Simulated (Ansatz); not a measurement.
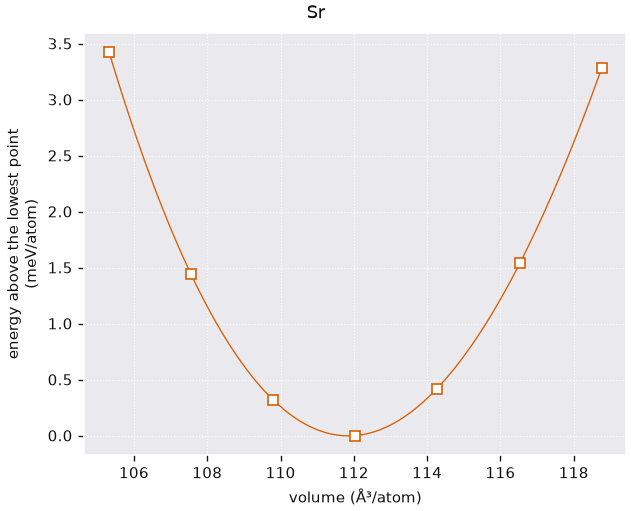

The plot gives the computed energy above the lowest point against volume for Sr, space group Fd-3m (No. 227) (one of a set of cubic test structures, which need not be the stable phase).

How it was computed, with Ansatz 0.2.0 development build: equation of state of a cubic crystal from periodic Kohn-Sham density functional theory without spin, third-order Birch-Murnaghan fit to the free energies; pressure corrected for the finite basis. Level: PBE.

```tsv
setting	value
structure type	diamond
atoms in cell	2
space group number	227
lattice centring	face-centred primitive
k mesh	20×20×20
occupation method	Fermi–Dirac
occupation width	0.06123 eV
wave cutoff	420 eV
datasets	soft-1 PAW
density tolerance	2.2e-07 eV
bands	14
density cutoff ratio	4
search for lower states	default
```

From this curve and the settings, what does the calculation give for the pressure at the same points?

The pressure falls from 0.17 GPa at volume 105.3 Å³/atom to −0.15 GPa at 118.8 Å³/atom, and changes sign near 112.0 Å³/atom.

```
volume (Å³/atom)  pressure (GPa)
           105.3            0.17
           107.6            0.11
           109.8            0.05
           112.0            0.00
           114.3           -0.06
           116.5           -0.10
           118.8           -0.15
```

Limits of the calculation: cubic model structure, not the ambient form.
